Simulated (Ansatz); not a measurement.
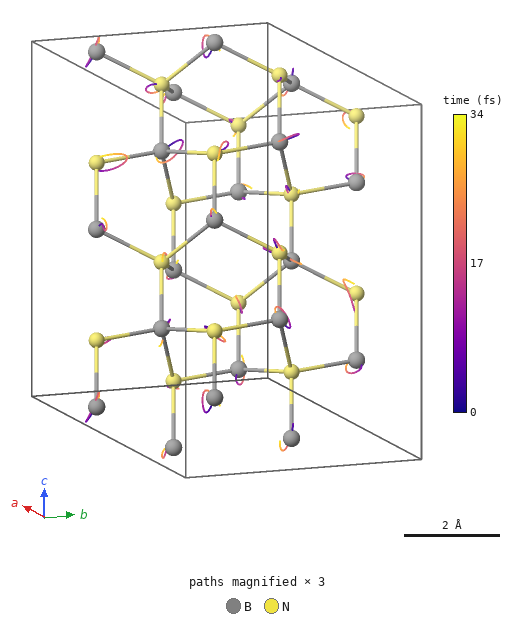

Molecular dynamics of a 32-atom cell of BN (built on the measured structure type), of which 34 fs are on record. Lines trace each atom's path, coloured by time; spheres stand at the starting positions. The excursions are magnified 3 times. Seen from a free direction in the simulation cell.

The calculation used DFT, PBEsol, plane waves, PAW in Ansatz 0.2.0. Settings: plane-wave cutoff 420 eV; k-point mesh 6 × 6 × 2; Fermi-Dirac smearing 0.146 eV; constant energy (NVE); velocities drawn for 1700 K; time step 2 fs.

What do the traces tell about the motion?

In the second half of the run the atoms are, in the root-mean-square, this far from where they began (common drift taken out): N 0.10 Å, B 0.09 Å. The run lasts only 34 fs, too short to tell vibration from diffusion. Over the second half the temperature averages 874 K (spread ±173 K). The first frame carries almost no forces, so kinetic energy first flows into potential energy: the temperature drops from 1700 to 297 K within 8 fs, and without a thermostat its mean stays below the start. The potential energy is still drifting at the end, so the run hasn't reached equilibrium. The potential energy in the second half lies on average 107 meV per atom above the first frame. The total energy stays between 0 and 5.7 meV per atom of its start. A straight-line fit has a slope that amounts to +0.33 meV per atom over 34 fs (0.3 % of the mean kinetic energy), its mean offset in the second half is 2.8 %, and the ripple about the line is 3.2 % of the kinetic energy's fluctuation. That is tolerable for a short run, though not tight (an offset or drift over 2 % of the kinetic energy, or a ripple over 7 %). The run was cut off by its time limit after 17 steps.

Cost: 7.7 min on 4 threads of Arm Neoverse N1 (shared host), peak memory 1.3 GiB.
